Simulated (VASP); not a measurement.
CdSe

```
Cd Se
1.0
     5.74792    0.00000    0.00000
     0.00000    5.74792    0.00000
     0.00000    0.00000    5.74792
Cd Se
4 4
Direct
  0.00000 0.00000 0.00000
  0.50000 0.50000 0.00000
  0.50000 0.00000 0.50000
  0.00000 0.50000 0.50000
  0.50000 0.00000 0.00000
  0.00000 0.50000 0.00000
  0.00000 0.00000 0.50000
  0.50000 0.50000 0.50000
```

Space group Fm-3m; a structure from a database of computed crystals, not necessarily the ambient phase; computed pressure about −6 GPa in this cell.

The calculation used VASP, Kohn-Sham DFT of a periodic cell, LDA, VASP PAW LDA potentials, materialsproject.

What will maps of the valence pseudo-density and electron localisation function show?

Answer. Cd–Se (2.87 Å): ρ at the midpoint is about 0.24 e/Å³; the ELF is about 0.30 at the midpoint and 0.15 at its lowest between the atoms.

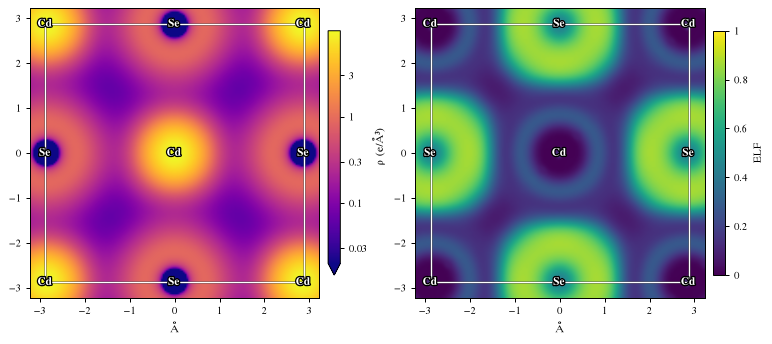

Computed valence pseudo-density and electron localisation function on the (010) plane of the conventional cell, in this order. 
